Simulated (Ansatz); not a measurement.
# Ta in Ru(0001), 2x2: scattering by a point defect, part 2 of 3

Aim: the resistance that Ta in Ru(0001), 2x2 adds to the host.

Ansatz 0.2.0; Ansatz plane-wave DFT, PBE, PAW files; ballistic transport by layer matching (Landauer), zero bias; PAW set soft_1 (the session's first sound run).

So far, resistivity per at.% scaled from this dense plane, with the factor 3/4 for isotropic scattering (µΩ cm): step 3 (resistance at ideal sites) 2.92.

## Step 4: Relaxing the neighbours

The neighbours of the defect are let go while the lead's layers stay on their sites, since a lead must repeat to 0.01 Å.

This step: Ansatz plane-wave DFT, PBE, PAW files; relaxation with the lead's layers held; PAW set soft_1 (Ansatz 0.2.0).

input.yaml reads:

```yaml
crystal:
  lattice:
    - [5.4116, 0.0, 0.0]
    - [-2.7058, 4.6865830751, 0.0]
    - [0.0, 0.0, 34.2552]
  atoms:
    - { symbol: Ru, position: [0.1666666667, 0.3333333333, 0.03125] }
    - { symbol: Ru, position: [0.1666666667, 0.8333333333, 0.03125] }
    - { symbol: Ru, position: [0.6666666667, 0.3333333333, 0.03125] }
    - { symbol: Ru, position: [0.6666666667, 0.8333333333, 0.03125] }
    - { symbol: Ru, position: [0.3333333333, 0.1666666667, 0.09375] }
    - { symbol: Ru, position: [0.3333333333, 0.6666666667, 0.09375] }
    - { symbol: Ru, position: [0.8333333333, 0.1666666667, 0.09375] }
    - { symbol: Ru, position: [0.8333333333, 0.6666666667, 0.09375] }
    - { symbol: Ru, position: [0.1666666667, 0.3333333333, 0.15625] }
    - { symbol: Ru, position: [0.1666666667, 0.8333333333, 0.15625] }
    - { symbol: Ru, position: [0.6666666667, 0.3333333333, 0.15625] }
    - { symbol: Ru, position: [0.6666666667, 0.8333333333, 0.15625] }
    - { symbol: Ru, position: [0.3333333333, 0.1666666667, 0.21875] }
    - { symbol: Ru, position: [0.3333333333, 0.6666666667, 0.21875] }
    - { symbol: Ru, position: [0.8333333333, 0.1666666667, 0.21875] }
    - { symbol: Ru, position: [0.8333333333, 0.6666666667, 0.21875] }
    - { symbol: Ru, position: [0.1666666667, 0.3333333333, 0.28125] }
    - { symbol: Ru, position: [0.1666666667, 0.8333333333, 0.28125] }
    - { symbol: Ru, position: [0.6666666667, 0.3333333333, 0.28125] }
    - { symbol: Ru, position: [0.6666666667, 0.8333333333, 0.28125] }
    - { symbol: Ru, position: [0.3333333333, 0.1666666667, 0.34375] }
    - { symbol: Ru, position: [0.3333333333, 0.6666666667, 0.34375] }
    - { symbol: Ru, position: [0.8333333333, 0.1666666667, 0.34375] }
    - { symbol: Ru, position: [0.8333333333, 0.6666666667, 0.34375] }
    - { symbol: Ru, position: [0.1666666667, 0.3333333333, 0.40625] }
    - { symbol: Ru, position: [0.1666666667, 0.8333333333, 0.40625] }
    - { symbol: Ru, position: [0.6666666667, 0.3333333333, 0.40625] }
    - { symbol: Ru, position: [0.6666666667, 0.8333333333, 0.40625] }
    - { symbol: Ru, position: [0.3333333333, 0.1666666667, 0.46875] }
    - { symbol: Ru, position: [0.3333333333, 0.6666666667, 0.46875] }
    - { symbol: Ru, position: [0.8333333333, 0.1666666667, 0.46875] }
    - { symbol: Ru, position: [0.8333333333, 0.6666666667, 0.46875] }
    - { symbol: Ta, position: [0.1666666667, 0.3333333333, 0.53125] }
    - { symbol: Ru, position: [0.1666666667, 0.8333333333, 0.53125] }
    - { symbol: Ru, position: [0.6666666667, 0.3333333333, 0.53125] }
    - { symbol: Ru, position: [0.6666666667, 0.8333333333, 0.53125] }
    - { symbol: Ru, position: [0.3333333333, 0.1666666667, 0.59375] }
    - { symbol: Ru, position: [0.3333333333, 0.6666666667, 0.59375] }
    - { symbol: Ru, position: [0.8333333333, 0.1666666667, 0.59375] }
    - { symbol: Ru, position: [0.8333333333, 0.6666666667, 0.59375] }
    - { symbol: Ru, position: [0.1666666667, 0.3333333333, 0.65625] }
    - { symbol: Ru, position: [0.1666666667, 0.8333333333, 0.65625] }
    - { symbol: Ru, position: [0.6666666667, 0.3333333333, 0.65625] }
    - { symbol: Ru, position: [0.6666666667, 0.8333333333, 0.65625] }
    - { symbol: Ru, position: [0.3333333333, 0.1666666667, 0.71875] }
    - { symbol: Ru, position: [0.3333333333, 0.6666666667, 0.71875] }
    - { symbol: Ru, position: [0.8333333333, 0.1666666667, 0.71875] }
    - { symbol: Ru, position: [0.8333333333, 0.6666666667, 0.71875] }
    - { symbol: Ru, position: [0.1666666667, 0.3333333333, 0.78125] }
    - { symbol: Ru, position: [0.1666666667, 0.8333333333, 0.78125] }
    - { symbol: Ru, position: [0.6666666667, 0.3333333333, 0.78125] }
    - { symbol: Ru, position: [0.6666666667, 0.8333333333, 0.78125] }
    - { symbol: Ru, position: [0.3333333333, 0.1666666667, 0.84375] }
    - { symbol: Ru, position: [0.3333333333, 0.6666666667, 0.84375] }
    - { symbol: Ru, position: [0.8333333333, 0.1666666667, 0.84375] }
    - { symbol: Ru, position: [0.8333333333, 0.6666666667, 0.84375] }
    - { symbol: Ru, position: [0.1666666667, 0.3333333333, 0.90625] }
    - { symbol: Ru, position: [0.1666666667, 0.8333333333, 0.90625] }
    - { symbol: Ru, position: [0.6666666667, 0.3333333333, 0.90625] }
    - { symbol: Ru, position: [0.6666666667, 0.8333333333, 0.90625] }
    - { symbol: Ru, position: [0.3333333333, 0.1666666667, 0.96875] }
    - { symbol: Ru, position: [0.3333333333, 0.6666666667, 0.96875] }
    - { symbol: Ru, position: [0.8333333333, 0.1666666667, 0.96875] }
    - { symbol: Ru, position: [0.8333333333, 0.6666666667, 0.96875] }
kpoints:
  mp_grid: { grid: [5, 5, 1] }
hamiltonian:
  xc: pbe
  pseudopotentials: { kind: paw, azcp: { folder: soft_1 } }
scf:
  occupations: { method: fermi_dirac, width: 0.1 }
relax:
  f_tol: 0.03
  max_steps: 40
  constraints:
    - { sites: [0, 1, 2, 3, 4, 5, 6, 7, 8, 9, 10, 11, 12, 13, 14, 15, 16, 17, 18, 19, 44, 45, 46, 47, 48, 49, 50, 51, 52, 53, 54, 55, 56, 57, 58, 59, 60, 61, 62, 63] }
```

Started as:

```sh
ansatz run input.yaml --threads 4 --pin off --max-ram 15360MiB --backend cpu --events-out ev --progress --plain --runs-dir out
```

Numbers of over 12 decimals in the logs are rounded to 6 here.

Output:

```text
Warning: crystal.symmetry: narrowed to the stabiliser of the relax constraints — unitary ops 12 → 6; lowered at sites 20, 21, 22, 23, 44, 45, 46, 47 (the operations that carried what is held of a site onto what its image site leaves free; the constrained walk keeps no symmetry that its constraints do not admit)
[...]
Crystal: 64 atoms, lattice volume = 868.777 Å³
Basis set: ecut = 420 eV, 16909 PW (Γ), exchange–correlation on 80×80×480 points (8 copies of the dense FFT grid, shifted against one another)
Bands: 613, of which v1, the nominal top of the filled ones, is band 511 counted from 1 (510 counted from 0)
Symmetry: 6 space group operations
k-points: 5 of 25 (time reversal used)
[...]
SCF iter   1: F=—  HF=-380344.869787 eV  |F-HF|=—  |Δ(HF+E_count)|=         —  Δρ=1.35e-1  dr2=4.41e2  ethr=3.10e-3  ⟨swp⟩=5.0  Hψ=9961  notcnv=0
[...]
SCF iter   9: F=-380294.447458 eV  HF=-380294.447464 eV  |F-HF|=5.90e-6  |Δ(HF+E_count)|=   1.50e-7  Δρ=3.83e-6  dr2=5.93e-6  ethr=2.20e-9  ⟨swp⟩=3.0  Hψ=6589  notcnv=0
SCF 1 converged in 9 iterations: F = -380294.447458 eV  dr2 = 5.93e-6
[...]
relax step   1: F+E_penalty+E_count = -380294.44745798 eV  Δ(F+E_penalty+E_count) = +0.000e0 eV  max|allowed force component| = 6.487e-1 eV/Å  Δτ_max = 0.0000 Å  (9 SCF iters, dr2 threshold 2.25e-5 eV, accepted)
[...]
iter 1 solved again at ethr=3.44e-4 eV; its pass at ethr=3.10e-3 eV (dr2=3.52e0 eV) is discarded
[...]
SCF iter   6: F=-380294.553750 eV  HF=-380294.553754 eV  |F-HF|=3.68e-6  |Δ(HF+E_count)|=   5.90e-6  Δρ=1.17e-5  dr2=4.26e-6  ethr=2.58e-9  ⟨swp⟩=2.2  Hψ=8323  notcnv=0
SCF 2 converged in 6 iterations: F = -380294.553750 eV  dr2 = 4.26e-6
relax step   2: F+E_penalty+E_count = -380294.55375007 eV  Δ(F+E_penalty+E_count) = -1.063e-1 eV  max|allowed force component| = 2.303e-1 eV/Å  Δτ_max = 0.0905 Å  (6 SCF iters, dr2 threshold 2.63e-5 eV, accepted)
SCF iter   1: F=—  HF=-380294.602223 eV  |F-HF|=—  |Δ(HF+E_count)|=         —  Δρ=2.57e-3  dr2=5.22e-1  ethr=4.74e-4  ⟨swp⟩=5.0  Hψ=7056  notcnv=0  defer=12
[...]
SCF iter   7: F=-380294.591343 eV  HF=-380294.591345 eV  |F-HF|=1.30e-6  |Δ(HF+E_count)|=   2.31e-8  Δρ=2.08e-6  dr2=1.31e-6  ethr=3.25e-10  ⟨swp⟩=3.0  Hψ=6622  notcnv=0
SCF 3 converged in 7 iterations: F = -380294.591343 eV  dr2 = 1.31e-6
[...]
relax step   3: F+E_penalty+E_count = -380294.59134346 eV  Δ(F+E_penalty+E_count) = -3.759e-2 eV  max|allowed force component| = 5.334e-2 eV/Å  Δτ_max = 0.0320 Å  (7 SCF iters, dr2 threshold 3.32e-6 eV, accepted)
SCF iter   1: F=—  HF=-380294.590384 eV  |F-HF|=—  |Δ(HF+E_count)|=         —  Δρ=2.43e-4  dr2=1.09e-3  ethr=6.31e-6  ⟨swp⟩=4.0  Hψ=6304  notcnv=0  defer=28
[...]
SCF iter   6: F=-380294.592043 eV  HF=-380294.592043 eV  |F-HF|=9.02e-9  |Δ(HF+E_count)|=   5.76e-9  Δρ=4.21e-7  dr2=9.63e-9  ethr=9.79e-12  ⟨swp⟩=3.0  Hψ=6900  notcnv=0
SCF 4 converged in 6 iterations: F = -380294.592043 eV  dr2 = 9.63e-9
relax step   4: F+E_penalty+E_count = -380294.59204252 eV  Δ(F+E_penalty+E_count) = -6.991e-4 eV  max|allowed force component| = 6.603e-3 eV/Å  Δτ_max = 0.0043 Å  (6 SCF iters, accepted)
SCF converged after 6 iterations
Free energy (F): -380294.592043 eV
[...]
Internal energy: -380292.607101 eV  (E = F + TS)
E sigma→0 (E₀):  -380293.599572 eV
Entropy (-TS):   -1.984942 eV (-31.015 meV/atom)
Fermi energy:    23.397919 eV
[...]
--- Forces (eV/Å), atoms counted from 1 ---
  atom   1  Ru     0.00000000     0.00000000     0.00245178
  atom   2  Ru    -0.00023397    -0.00013509     0.00129298
  atom   3  Ru     0.00000000     0.00027017     0.00129298
  atom   4  Ru     0.00023397    -0.00013509     0.00129298
  atom   5  Ru    -0.00306517     0.00176967     0.00349043
  atom   6  Ru    -0.00000000    -0.00353935     0.00349043
  atom   7  Ru     0.00306517     0.00176967     0.00349043
  atom   8  Ru     0.00000000    -0.00000000     0.01822585
  atom   9  Ru     0.00000000     0.00000000     0.02568073
  atom  10  Ru    -0.00529620    -0.00305776    -0.01625143
  atom  11  Ru     0.00000000     0.00611553    -0.01625143
  atom  12  Ru     0.00529620    -0.00305776    -0.01625143
  atom  13  Ru    -0.00129494     0.00074763    -0.04931448
  atom  14  Ru    -0.00000000    -0.00149527    -0.04931448
  atom  15  Ru     0.00129494     0.00074763    -0.04931448
  atom  16  Ru     0.00000000    -0.00000000     0.00095671
  atom  17  Ru     0.00000000     0.00000000    -0.02633952
  atom  18  Ru    -0.02066175    -0.01192907    -0.17238007
  atom  19  Ru    -0.00000000     0.02385813    -0.17238007
  atom  20  Ru     0.02066175    -0.01192907    -0.17238007
  atom  21  Ru    -0.00071778     0.00041441     0.00197472
  atom  22  Ru     0.00000000    -0.00082882     0.00197472
  atom  23  Ru     0.00071778     0.00041441     0.00197472
  atom  24  Ru     0.00000000    -0.00000000    -0.00369416
  atom  25  Ru     0.00000000     0.00000000    -0.00497236
  atom  26  Ru     0.00356842     0.00206023     0.00055270
  atom  27  Ru     0.00000000    -0.00412046     0.00055270
  atom  28  Ru    -0.00356842     0.00206023     0.00055270
  atom  29  Ru    -0.00083784     0.00048372    -0.00028300
  atom  30  Ru     0.00000000    -0.00096745    -0.00028300
  atom  31  Ru     0.00083784     0.00048372    -0.00028300
  atom  32  Ru     0.00000000    -0.00000000     0.00283915
  atom  33  Ta     0.00000000    -0.00000000     0.00308937
  atom  34  Ru    -0.00006120    -0.00003533    -0.00118354
  atom  35  Ru     0.00000000     0.00007067    -0.00118354
  atom  36  Ru     0.00006120    -0.00003533    -0.00118354
  atom  37  Ru    -0.00149908     0.00086549    -0.00047230
  atom  38  Ru    -0.00000000    -0.00173099    -0.00047230
  atom  39  Ru     0.00149908     0.00086549    -0.00047230
  atom  40  Ru     0.00000000    -0.00000000    -0.00089622
[...]
atom  53  Ru    -0.00002736     0.00001580     0.02332276
  atom  54  Ru     0.00000000    -0.00003159     0.02332276
  atom  55  Ru     0.00002736     0.00001580     0.02332276
  atom  56  Ru     0.00000000    -0.00000000    -0.02138251
  atom  57  Ru    -0.00000000     0.00000000    -0.02841335
  atom  58  Ru    -0.00551645    -0.00318492     0.00880483
  atom  59  Ru     0.00000000     0.00636985     0.00880483
  atom  60  Ru     0.00551645    -0.00318492     0.00880483
  atom  61  Ru    -0.00280214     0.00161781    -0.00313355
  atom  62  Ru     0.00000000    -0.00323563    -0.00313355
  atom  63  Ru     0.00280214     0.00161781    -0.00313355
  atom  64  Ru     0.00000000    -0.00000000    -0.01446180
  max |Σ_I F_I| component: 2.37e-5 eV/Å
--- Relaxed structure (4 steps of the walk, 4 accepted, 0 SCFs on fresh bases) ---
  F+E_penalty+E_count = -380294.59204252 eV   max|allowed force component| = 6.603e-3 eV/Å
  atoms:
    - { symbol: Ru, position: [0.166667, 0.333333, 0.03125] }
    - { symbol: Ru, position: [0.166667, 0.833333, 0.03125] }
    - { symbol: Ru, position: [0.666667, 0.333333, 0.03125] }
    - { symbol: Ru, position: [0.666667, 0.833333, 0.03125] }
    - { symbol: Ru, position: [0.333333, 0.166667, 0.093750] }
    - { symbol: Ru, position: [0.333333, 0.666667, 0.093750] }
    - { symbol: Ru, position: [0.833333, 0.166667, 0.093750] }
    - { symbol: Ru, position: [0.833333, 0.666667, 0.093750] }
    - { symbol: Ru, position: [0.166667, 0.333333, 0.15625] }
    - { symbol: Ru, position: [0.166667, 0.833333, 0.15625] }
    - { symbol: Ru, position: [0.666667, 0.333333, 0.15625] }
    - { symbol: Ru, position: [0.666667, 0.833333, 0.15625] }
    - { symbol: Ru, position: [0.333333, 0.166667, 0.218750] }
    - { symbol: Ru, position: [0.333333, 0.666667, 0.218750] }
    - { symbol: Ru, position: [0.833333, 0.166667, 0.218750] }
    - { symbol: Ru, position: [0.833333, 0.666667, 0.218750] }
    - { symbol: Ru, position: [0.166667, 0.333333, 0.28125] }
    - { symbol: Ru, position: [0.166667, 0.833333, 0.28125] }
    - { symbol: Ru, position: [0.666667, 0.333333, 0.28125] }
    - { symbol: Ru, position: [0.666667, 0.833333, 0.28125] }
    - { symbol: Ru, position: [0.332993, 0.167007, 0.343237] }
    - { symbol: Ru, position: [0.332993, 0.665986, 0.343237] }
    - { symbol: Ru, position: [0.834014, 0.167007, 0.343237] }
    - { symbol: Ru, position: [0.833333, 0.666667, 0.343394] }
    - { symbol: Ru, position: [0.166667, 0.333333, 0.406020] }
    - { symbol: Ru, position: [0.163744, 0.831872, 0.405116] }
    - { symbol: Ru, position: [0.668128, 0.336256, 0.405116] }
    - { symbol: Ru, position: [0.668128, 0.831872, 0.405116] }
    - { symbol: Ru, position: [0.335155, 0.164845, 0.467091] }
    - { symbol: Ru, position: [0.335155, 0.670310, 0.467091] }
    - { symbol: Ru, position: [0.829690, 0.164845, 0.467091] }
    - { symbol: Ru, position: [0.833333, 0.666667, 0.468594] }
    - { symbol: Ta, position: [0.166667, 0.333333, 0.531046] }
    - { symbol: Ru, position: [0.163920, 0.831960, 0.531050] }
    - { symbol: Ru, position: [0.668040, 0.336080, 0.531050] }
    - { symbol: Ru, position: [0.668040, 0.831960, 0.531050] }
    - { symbol: Ru, position: [0.335159, 0.164841, 0.595026] }
    - { symbol: Ru, position: [0.335159, 0.670317, 0.595026] }
    - { symbol: Ru, position: [0.829683, 0.164841, 0.595026] }
    - { symbol: Ru, position: [0.833333, 0.666667, 0.593523] }
    - { symbol: Ru, position: [0.166667, 0.333333, 0.656131] }
[...]
- { symbol: Ru, position: [0.333333, 0.166667, 0.84375] }
    - { symbol: Ru, position: [0.333333, 0.666667, 0.84375] }
    - { symbol: Ru, position: [0.833333, 0.166667, 0.84375] }
    - { symbol: Ru, position: [0.833333, 0.666667, 0.84375] }
    - { symbol: Ru, position: [0.166667, 0.333333, 0.906250] }
    - { symbol: Ru, position: [0.166667, 0.833333, 0.906250] }
    - { symbol: Ru, position: [0.666667, 0.333333, 0.906250] }
    - { symbol: Ru, position: [0.666667, 0.833333, 0.906250] }
    - { symbol: Ru, position: [0.333333, 0.166667, 0.96875] }
    - { symbol: Ru, position: [0.333333, 0.666667, 0.96875] }
    - { symbol: Ru, position: [0.833333, 0.166667, 0.96875] }
    - { symbol: Ru, position: [0.833333, 0.666667, 0.96875] }
```

The job ended after 5.3 min (4 threads of Intel Xeon Platinum 8175M at 2.50GHz (Skylake/Cascade Lake), shared host; peak memory 8.4 GiB).

Relaxation path:

```csv
step,energy less that of the first step (eV),largest force component (eV/Å)
1,0.0000,0.6487
2,-0.1063,0.2303
3,-0.1439,0.0533
4,-0.1446,0.0066
```

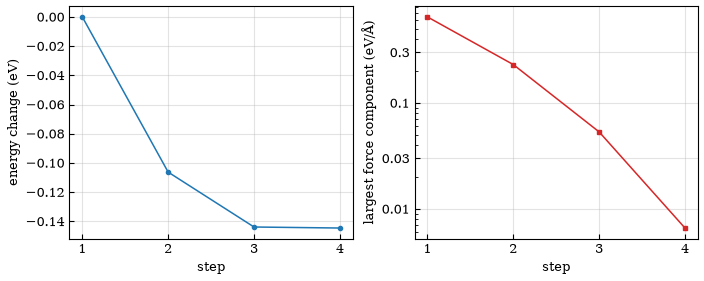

Energy and largest force along the relaxation.

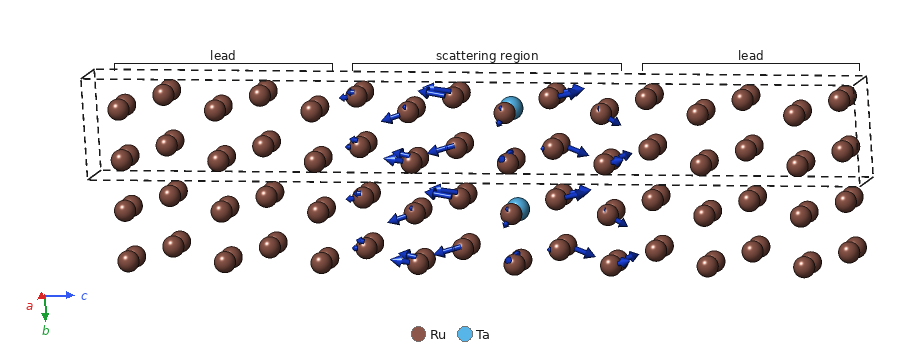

Displacements in the relaxation, exaggerated; the longest in the cell stands for 0.06 Å. 1×2×1 cells are drawn.

The atoms that moved most (Å):

```csv
atom,dx,dy,dz,length
Ru30,0.000,0.017,-0.057,0.059
Ru29,0.015,-0.009,-0.057,0.059
Ru31,-0.015,-0.009,-0.057,0.059
Ru38,0.000,0.017,0.044,0.047
Ru37,0.015,-0.009,0.044,0.047
Ru39,-0.015,-0.009,0.044,0.047
Ru28,0.012,-0.007,-0.039,0.041
Ru26,-0.012,-0.007,-0.039,0.041
```

Numbers from this step:

| Item | Value |
| --- | --- |
| free energy | -380294.5920 eV |
| energy at zero smearing | -380293.5996 eV |
| Fermi energy | 23.40 eV |

The largest force component on a free atom ends at 0.0066 eV/Å, under the tolerance of 0.03, after 4 steps.

[end of part 2 of 3]

[Logs are printed without paths, hosts, clocks, repeated set-up lines and the standing remarks that a program may print on its own settings, such as how far it seeks lower states.]

[Hosts, paths, dates, database ids (printed as entryN), source tags and the programs' standing remarks are cut or masked in the printed files.]
